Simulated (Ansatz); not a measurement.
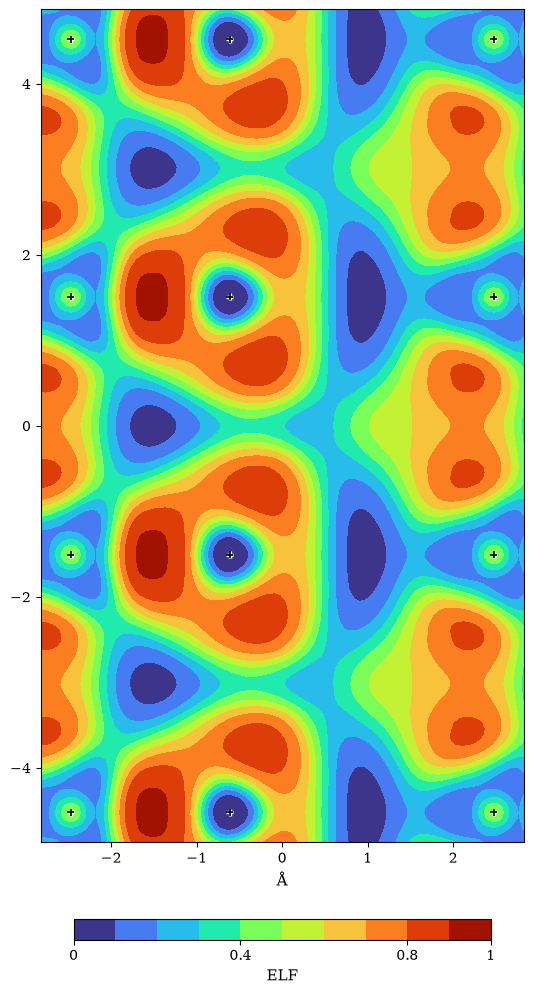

The ELF on a plane through atoms (crosses mark nuclei in the plane).

Theory: DFT, PBE, plane waves, PAW in Ansatz 0.2.0.

Candidates:
A. SiC, a = 3.01 Å, b = 3.01 Å, c = 4.95 Å, α = 90.00°, β = 90.00°, γ = 120.00°. Space group P6₃mc; started from the wurtzite prototype, which need not be the ambient phase; changed on purpose from its base cell (hydrostatic strain -2.0%); computed pressure about 19 GPa in this cell.
B. PtSe₂ (slab), a = 3.78 Å, b = 3.78 Å, c = 30.06 Å, α = 90.00°, β = 90.00°, γ = 120.00°. Started from the 1T monolayer prototype, which need not be the ambient phase; changed on purpose from its base cell (hydrostatic strain +2.0%).

Q: Which candidate gave the map?

A: Candidate A: SiC on the (11̄0) plane of the conventional cell, which holds Si and C. Si–C (1.86 Å): the ELF peaks at about 0.95 between the atoms: a shared electron pair.
